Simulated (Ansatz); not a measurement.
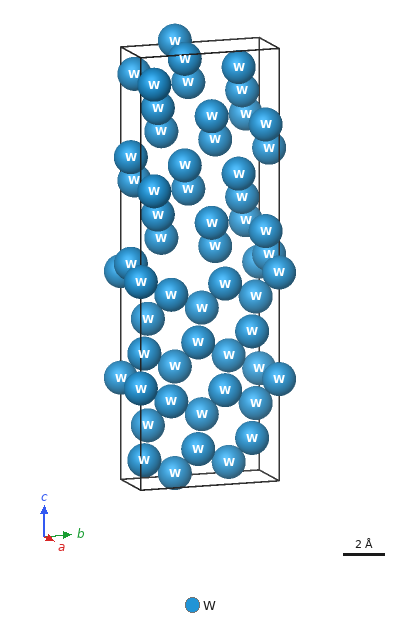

Fig. 1: The input geometry (spheres-only view of the cell of the calculation, seen slightly off an axis).

# Run report: W, geometry relaxation (part 1 of 2)

W (interface cell, 44 atoms in the cell), computed with DFT PBE, scalar-relativistic, plane waves, PAW (Ansatz 0.2.0).

The structure derives from an entry of the Crystallography Open Database. The run did not end well. It belongs to a series of runs on one base structure; here: symmetric tilt boundary Sigma 11 (3 1 1), mirror between planes, shift [0.5, 0].

**The input**
```yaml
crystal:
  lattice:
    - [4.5022272032, 0.0, 0.0]
    - [-2.2511136016, 7.4660991769, 0.0]
    - [0.0, 0.0, 21.4173174281]
  atoms:
    - { symbol: W, position: [0.3636363636, 0.7272727273, 0.0336021811] }
    - { symbol: W, position: [0.7272727273, 0.4545454545, 0.0784200285] }
    - { symbol: W, position: [0.0909090909, 0.1818181818, 0.123237876] }
    - { symbol: W, position: [0.4545454545, 0.9090909091, 0.1680557234] }
    - { symbol: W, position: [0.8181818182, 0.6363636364, 0.2128735708] }
    - { symbol: W, position: [0.1818181818, 0.3636363636, 0.0111932574] }
    - { symbol: W, position: [0.5454545455, 0.0909090909, 0.0560111048] }
    - { symbol: W, position: [0.9090909091, 0.8181818182, 0.1008289523] }
    - { symbol: W, position: [0.2727272727, 0.5454545455, 0.1456467997] }
    - { symbol: W, position: [0.6363636364, 0.2727272727, 0.1904646471] }
    - { symbol: W, position: [0.0, 0.0, 0.2352824946] }
    - { symbol: W, position: [0.3636363636, 0.7272727273, 0.280100342] }
    - { symbol: W, position: [0.7272727273, 0.4545454545, 0.3249181894] }
    - { symbol: W, position: [0.0909090909, 0.1818181818, 0.3697360369] }
    - { symbol: W, position: [0.4545454545, 0.9090909091, 0.4145538843] }
    - { symbol: W, position: [0.8181818182, 0.6363636364, 0.4593717317] }
    - { symbol: W, position: [0.1818181818, 0.3636363636, 0.2576914183] }
    - { symbol: W, position: [0.5454545455, 0.0909090909, 0.3025092657] }
    - { symbol: W, position: [0.9090909091, 0.8181818182, 0.3473271131] }
    - { symbol: W, position: [0.2727272727, 0.5454545455, 0.3921449606] }
    - { symbol: W, position: [0.6363636364, 0.2727272727, 0.436962808] }
    - { symbol: W, position: [0.0, 0.0, 0.4817806554] }
    - { symbol: W, position: [0.8636363636, 0.7272727273, 0.9593941406] }
    - { symbol: W, position: [0.2272727273, 0.4545454545, 0.9145762932] }
    - { symbol: W, position: [0.5909090909, 0.1818181818, 0.8697584458] }
    - { symbol: W, position: [0.9545454545, 0.9090909091, 0.8249405984] }
    - { symbol: W, position: [0.3181818182, 0.6363636364, 0.7801227509] }
    - { symbol: W, position: [0.6818181818, 0.3636363636, 0.9818030644] }
    - { symbol: W, position: [0.0454545455, 0.0909090909, 0.9369852169] }
    - { symbol: W, position: [0.4090909091, 0.8181818182, 0.8921673695] }
    - { symbol: W, position: [0.7727272727, 0.5454545455, 0.8473495221] }
    - { symbol: W, position: [0.1363636364, 0.2727272727, 0.8025316746] }
    - { symbol: W, position: [0.5, 0.0, 0.7577138272] }
    - { symbol: W, position: [0.8636363636, 0.7272727273, 0.7128959798] }
    - { symbol: W, position: [0.2272727273, 0.4545454545, 0.6680781323] }
    - { symbol: W, position: [0.5909090909, 0.1818181818, 0.6232602849] }
    - { symbol: W, position: [0.9545454545, 0.9090909091, 0.5784424375] }
    - { symbol: W, position: [0.3181818182, 0.6363636364, 0.53362459] }
    - { symbol: W, position: [0.6818181818, 0.3636363636, 0.7353049035] }
    - { symbol: W, position: [0.0454545455, 0.0909090909, 0.6904870561] }
    - { symbol: W, position: [0.4090909091, 0.8181818182, 0.6456692086] }
    - { symbol: W, position: [0.7727272727, 0.5454545455, 0.6008513612] }
    - { symbol: W, position: [0.1363636364, 0.2727272727, 0.5560335138] }
    - { symbol: W, position: [0.5, 0.0, 0.5112156663] }
basis:
  ecutwfc: 420
kpoints:
  mp_grid: { grid: [8, 8, 2] }
hamiltonian:
  xc: pbe
scf:
  occupations: { method: gaussian, width: 0.1 }
output:
  forces: true
  stress: true
  eigenvalues: true
  write_density: true
  write_potential: true
  elf: true
  volumetric_format: npy
relax:
  adjacent_minimum: "off"
  f_tol: 0.02
  max_steps: 60
  cell: { fix: [a, b, alpha, beta, gamma], stress_tol: 0.1 }
```

Launch command:
```bash
ansatz run input.yaml --threads 4 --pin off --max-ram 12288MiB --backend cpu --events-out ev --progress --plain --runs-dir out
```

**Log**
```
Engine: ansatz 0.2.0, x86_64-unknown-linux-gnu
Pseudopotentials: kind: paw
Pseudopotential: W, paw, valence charge 14, recommended cutoff 420 eV (normal), W.paw.azcp
Functional definition: PBE
  parameter kappa = 0.804
  parameter beta = 0.06672455060314922
  exchange = pbe_x(kappa = kappa, mu = beta*pi^2/3)
  correlation = pbe_c(beta = beta)
Crystal: 44 atoms, lattice volume = 719.923 Å³
Basis set: ecut = 420 eV, 14065 PW (Γ), exchange–correlation on 64×108×288 points (8 copies of the dense FFT grid, shifted against one another)
Bands: 370, of which v1, the nominal top of the filled ones, is band 308 counted from 1 (307 counted from 0)
Symmetry: 4 space group operations
Space group: Aem2 (ITA 39), of the structure as read, at distance tolerance 9.0e-5 Å
k-points: 42 of 128 (time reversal used)
Non-local potential: W, projectors of the file, l = 0: 3, l = 1: 2, l = 2: 2, l = 3: 1
PAW form: soft (Blöchl's): semilocal exchange-correlation on the pseudo side does not see the compensation charge
PAW one-centre angular grid: W, 590 points (default); XC on 64 Gauss nodes
Initial density: superposition of atomic densities (neutral atoms: chi_scale 0, normalization atom), corrected by the library's trained network
Initial wavefunctions: pseudopotential atomic-orbital guess
Functional: x = pbe(κ = 0.804, μ = 0.2195149727645171), c = pbe(β = 0.06672455060314922)
SCF iter   1: F=—  HF=-456911.602124 eV  |F-HF|=—  |Δ(HF+E_count)|=         —  Δρ=7.80e-3  dr2=2.64e0  ethr=1.77e-3  ⟨swp⟩=4.1  Hψ=57108  notcnv=0
preconditioner: auto → Kerker (q_TF=auto, 2.658 Å⁻¹)  [metal: Δε(μ)=0.005 eV  Ē_g=4.995 eV  σ=0.100 eV  W_gap=0.03  n_scr=224 (ndim 8)  ℏωp=22.5 eV  f_vac=0.000  D(μ)=18.96/eV (n_scr^D=130)]
SCF iter   2: F=—  HF=-456911.498740 eV  |F-HF|=—  |Δ(HF+E_count)|=   1.03e-1  Δρ=4.45e-3  dr2=1.03e0  ethr=4.28e-4  ⟨swp⟩=1.0  Hψ=17892  notcnv=0  defer=3
SCF iter   3: F=—  HF=-456911.440991 eV  |F-HF|=—  |Δ(HF+E_count)|=   5.77e-2  Δρ=5.91e-4  dr2=1.43e-2  ethr=1.67e-4  ⟨swp⟩=2.0  Hψ=15074  notcnv=0  defer=3
SCF iter   4: F=—  HF=-456911.439631 eV  |F-HF|=—  |Δ(HF+E_count)|=   1.36e-3  Δρ=1.41e-4  dr2=9.50e-4  ethr=2.32e-6  ⟨swp⟩=2.0  Hψ=16952  notcnv=0  defer=3
SCF iter   5: F=—  HF=-456911.439555 eV  |F-HF|=—  |Δ(HF+E_count)|=   7.61e-5  Δρ=4.26e-5  dr2=2.60e-5  ethr=1.54e-7  ⟨swp⟩=2.0  Hψ=18780  notcnv=0  defer=3
SCF iter   6: F=—  HF=-456911.438993 eV  |F-HF|=—  |Δ(HF+E_count)|=   5.62e-4  Δρ=8.54e-6  dr2=7.46e-7  ethr=4.22e-9  ⟨swp⟩=2.0  Hψ=20658  notcnv=0  defer=5
SCF iter   7: F=-456911.438993 eV  HF=-456911.438993 eV  |F-HF|=1.93e-8  |Δ(HF+E_count)|=   5.93e-8  Δρ=1.60e-6  dr2=3.25e-8  ethr=1.62e-11  ⟨swp⟩=15.3  Hψ=110842  notcnv=0
SCF 1 converged in 7 iterations: F = -456911.438993 eV  dr2 = 3.25e-8
  greatest PAW one-centre occupation: 1.000 electrons in one spin orbital (limit 2), on the W atom at site 37 (counted from 0), in its partial waves of l = 0
relax step   1: F+E_penalty+E_count = -456911.43899277 eV  Δ(F+E_penalty+E_count) = +0.000e0 eV  max|allowed force component| = 1.090e1 eV/Å  Δτ_max = 0.0000 Å  P = +9.281 GPa  Ω = 719.923 Å³  fix = [a, b, alpha, beta, gamma]  reactions: a +9.891, b +3.474 GPa; gamma +1.935 GPa/rad  (7 SCF iters, dr2 threshold 1.00e-7 eV, accepted)
Crystal: 44 atoms, lattice volume = 726.686 Å³
Basis set: ecut = 420 eV, 14259 PW (Γ), exchange–correlation on 64×108×288 points (8 copies of the dense FFT grid, shifted against one another)
Initial density: handed on by an earlier stage of this run
Initial wavefunctions: those handed on with the density
iter 1 solved again at ethr=2.27e-3 eV; its pass at ethr=3.10e-3 eV (dr2=1.40e1 eV) is discarded
SCF iter   1: F=—  HF=-456920.692370 eV  |F-HF|=—  |Δ(HF+E_count)|=         —  Δρ=2.14e-2  dr2=1.28e1  ethr=2.27e-3  ⟨swp⟩=1.1  Hψ=76405  notcnv=0
preconditioner: auto → Kerker (q_TF=auto, 2.654 Å⁻¹)  [metal: Δε(μ)=0.003 eV  Ē_g=4.892 eV  σ=0.100 eV  W_gap=0.02  n_scr=224 (ndim 8)  ℏωp=22.4 eV  f_vac=0.000  D(μ)=28.87/eV (n_scr^D=236)]
SCF iter   2: F=—  HF=-456919.877212 eV  |F-HF|=—  |Δ(HF+E_count)|=   8.15e-1  Δρ=1.13e-2  dr2=3.35e0  ethr=2.09e-3  ⟨swp⟩=1.0  Hψ=15541  notcnv=0
SCF iter   3: F=—  HF=-456919.566127 eV  |F-HF|=—  |Δ(HF+E_count)|=   3.11e-1  Δρ=1.56e-3  dr2=2.49e-2  ethr=5.44e-4  ⟨swp⟩=2.3  Hψ=19605  notcnv=0  defer=3
SCF iter   4: F=—  HF=-456919.562730 eV  |F-HF|=—  |Δ(HF+E_count)|=   3.40e-3  Δρ=2.90e-4  dr2=7.57e-4  ethr=4.03e-6  ⟨swp⟩=2.0  Hψ=27063  notcnv=0  defer=7
SCF iter   5: F=—  HF=-456919.562022 eV  |F-HF|=—  |Δ(HF+E_count)|=   7.07e-4  Δρ=7.60e-5  dr2=9.43e-5  ethr=1.23e-7  ⟨swp⟩=2.0  Hψ=26290  notcnv=0  defer=9
SCF iter   6: F=—  HF=-456919.562004 eV  |F-HF|=—  |Δ(HF+E_count)|=   1.84e-5  Δρ=1.97e-5  dr2=5.99e-6  ethr=1.53e-8  ⟨swp⟩=2.0  Hψ=20474  notcnv=0  defer=12
SCF iter   7: F=-456919.562003 eV  HF=-456919.562003 eV  |F-HF|=3.48e-7  |Δ(HF+E_count)|=   8.15e-7  Δρ=4.56e-6  dr2=4.91e-7  ethr=7.14e-10  ⟨swp⟩=16.8  Hψ=118733  notcnv=0
SCF 2 converged in 7 iterations: F = -456919.562003 eV  dr2 = 4.91e-7
relax step   2: F+E_penalty+E_count = -456919.56200278 eV  Δ(F+E_penalty+E_count) = -8.123e0 eV  max|allowed force component| = 3.520e0 eV/Å  Δτ_max = 0.1967 Å  P = +1.854 GPa  Ω = 726.686 Å³  energy of the carried Pulay correction = -3.038e-3 eV  fix = [a, b, alpha, beta, gamma]  reactions: a +4.093, b -1.130 GPa; gamma +1.575 GPa/rad  (7 SCF iters, dr2 threshold 4.40e-6 eV, accepted)
Crystal: 44 atoms, lattice volume = 731.917 Å³
Basis set: ecut = 420 eV, 14347 PW (Γ), exchange–correlation on 64×108×288 points (8 copies of the dense FFT grid, shifted against one another)
iter 1 solved again at ethr=5.72e-4 eV; its pass at ethr=3.10e-3 eV (dr2=3.52e0 eV) is discarded
SCF iter   1: F=—  HF=-456921.046494 eV  |F-HF|=—  |Δ(HF+E_count)|=         —  Δρ=1.57e-2  dr2=3.31e0  ethr=5.72e-4  ⟨swp⟩=1.1  Hψ=76299  notcnv=0
preconditioner: auto → Kerker (q_TF=auto, 2.651 Å⁻¹)  [metal: Δε(μ)=0.001 eV  Ē_g=4.844 eV  σ=0.100 eV  W_gap=0.01  n_scr=224 (ndim 8)  ℏωp=22.3 eV  f_vac=0.000  D(μ)=26.88/eV (n_scr^D=206)]
SCF iter   2: F=—  HF=-456920.855923 eV  |F-HF|=—  |Δ(HF+E_count)|=   1.91e-1  Δρ=8.93e-3  dr2=1.02e0  ethr=5.38e-4  ⟨swp⟩=1.0  Hψ=15540  notcnv=0
SCF iter   3: F=—  HF=-456920.769990 eV  |F-HF|=—  |Δ(HF+E_count)|=   8.59e-2  Δρ=9.17e-4  dr2=9.30e-3  ethr=1.65e-4  ⟨swp⟩=2.0  Hψ=16023  notcnv=0
SCF iter   4: F=—  HF=-456920.769341 eV  |F-HF|=—  |Δ(HF+E_count)|=   6.49e-4  Δρ=1.87e-4  dr2=3.74e-4  ethr=1.51e-6  ⟨swp⟩=2.0  Hψ=21014  notcnv=0
SCF iter   5: F=—  HF=-456920.768866 eV  |F-HF|=—  |Δ(HF+E_count)|=   4.75e-4  Δρ=3.59e-5  dr2=2.16e-5  ethr=6.07e-8  ⟨swp⟩=2.0  Hψ=21130  notcnv=0
SCF iter   6: F=-456920.768863 eV  HF=-456920.768864 eV  |F-HF|=7.65e-7  |Δ(HF+E_count)|=   2.63e-6  Δρ=9.71e-6  dr2=1.28e-6  ethr=7.14e-10  ⟨swp⟩=16.1  Hψ=138762  notcnv=0
SCF 3 converged in 6 iterations: F = -456920.768863 eV  dr2 = 1.28e-6
  Residual-converged pass: ⟨swp⟩=1.0  Hψ=15708  notcnv=0  max |occ|·‖R‖ = 7.1e-9 eV (tolerance 1.0e-8 eV)  dr2=1.28e-6  dr2_onsite=2.40e-8  max |Δocc| = 7.0e-11
  greatest PAW one-centre occupation: 1.000 electrons in one spin orbital (limit 2), on the W atom at site 22 (counted from 0), in its partial waves of l = 0
relax step   3: F+E_penalty+E_count = -456920.76886278 eV  Δ(F+E_penalty+E_count) = -1.207e0 eV  max|allowed force component| = 9.333e-1 eV/Å  Δτ_max = 0.1846 Å  P = -0.902 GPa  Ω = 731.917 Å³  energy of the carried Pulay correction = -5.369e-3 eV  fix = [a, b, alpha, beta, gamma]  reactions: a +0.311, b -2.529 GPa; gamma +0.856 GPa/rad  (6 SCF iters, dr2 threshold 4.40e-6 eV, accepted)
Crystal: 44 atoms, lattice volume = 736.995 Å³
Basis set: ecut = 420 eV, 14427 PW (Γ), exchange–correlation on 64×108×288 points (8 copies of the dense FFT grid, shifted against one another)
iter 1 solved again at ethr=9.48e-4 eV; its pass at ethr=3.10e-3 eV (dr2=5.84e0 eV) is discarded
SCF iter   1: F=—  HF=-456920.138621 eV  |F-HF|=—  |Δ(HF+E_count)|=         —  Δρ=2.13e-2  dr2=5.90e0  ethr=9.48e-4  ⟨swp⟩=1.1  Hψ=79097  notcnv=0
preconditioner: auto → Kerker (q_TF=auto, 2.648 Å⁻¹)  [metal: Δε(μ)=0.015 eV  Ē_g=4.870 eV  σ=0.100 eV  W_gap=0.08  n_scr=224 (ndim 8)  ℏωp=22.2 eV  f_vac=0.000  D(μ)=26.57/eV (n_scr^D=206)]
SCF iter   2: F=—  HF=-456919.738284 eV  |F-HF|=—  |Δ(HF+E_count)|=   4.00e-1  Δρ=1.21e-2  dr2=1.97e0  ethr=9.48e-4  ⟨swp⟩=1.0  Hψ=15540  notcnv=0
SCF iter   3: F=—  HF=-456919.528935 eV  |F-HF|=—  |Δ(HF+E_count)|=   2.09e-1  Δρ=1.36e-3  dr2=3.83e-2  ethr=3.19e-4  ⟨swp⟩=2.2  Hψ=19329  notcnv=0
SCF iter   4: F=—  HF=-456919.523664 eV  |F-HF|=—  |Δ(HF+E_count)|=   5.27e-3  Δρ=3.91e-4  dr2=2.30e-3  ethr=6.22e-6  ⟨swp⟩=2.0  Hψ=21021  notcnv=0  defer=3
SCF iter   5: F=—  HF=-456919.522756 eV  |F-HF|=—  |Δ(HF+E_count)|=   9.08e-4  Δρ=9.07e-5  dr2=1.86e-4  ethr=3.74e-7  ⟨swp⟩=2.0  Hψ=20862  notcnv=0  defer=3
SCF iter   6: F=—  HF=-456919.522737 eV  |F-HF|=—  |Δ(HF+E_count)|=   1.88e-5  Δρ=2.33e-5  dr2=1.02e-5  ethr=3.02e-8  ⟨swp⟩=2.0  Hψ=19482  notcnv=0  defer=4
SCF iter   7: F=-456919.522736 eV  HF=-456919.522736 eV  |F-HF|=2.36e-7  |Δ(HF+E_count)|=   1.42e-6  Δρ=6.82e-6  dr2=5.99e-7  ethr=7.14e-10  ⟨swp⟩=16.4  Hψ=123947  notcnv=0
SCF 4 converged in 7 iterations: F = -456919.522736 eV  dr2 = 5.99e-7
relax step   4: F+E_penalty+E_count = -456919.52273555 eV  Δ(F+E_penalty+E_count) = +1.246e0 eV  max|allowed force component| = 1.753e0 eV/Å  Δτ_max = 0.2000 Å  P = -0.104 GPa  Ω = 736.995 Å³  energy of the carried Pulay correction = -7.615e-3 eV  fix = [a, b, alpha, beta, gamma]  (7 SCF iters, dr2 threshold 4.40e-6 eV, rejected (line search))
```

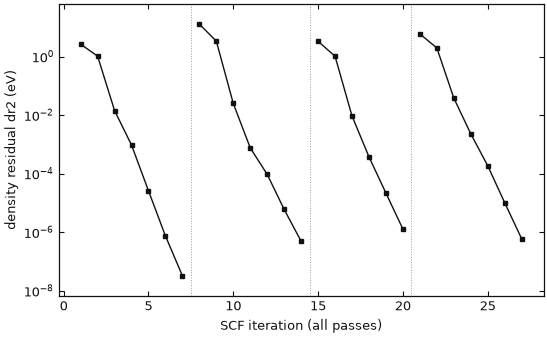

Fig. 2: Convergence of the self-consistent field: density residual dr2 against the SCF iteration. The dotted lines part the SCF passes of the relaxation: geometry steps, rejected trials and re-solves on a re-selected basis. The passes take 7, 7, 6 and 7 iterations.

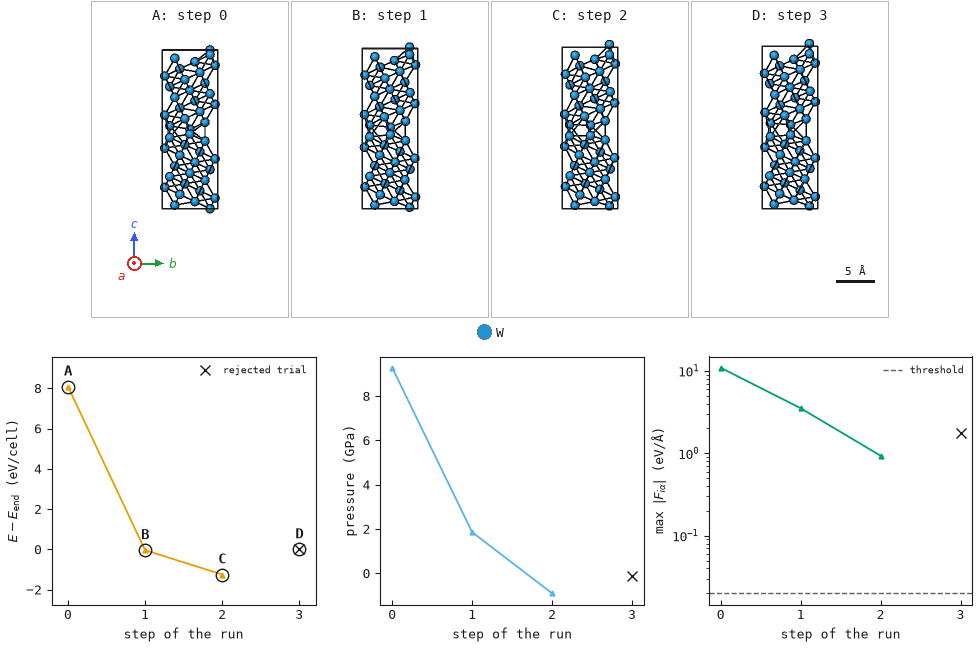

Fig. 3: Frames of the relaxation (ball-and-stick view of the cell of the calculation (origin shifted), along the a axis) above the curves, on which the letters mark them (the first geometry is step 0 here and step 1 in the log).
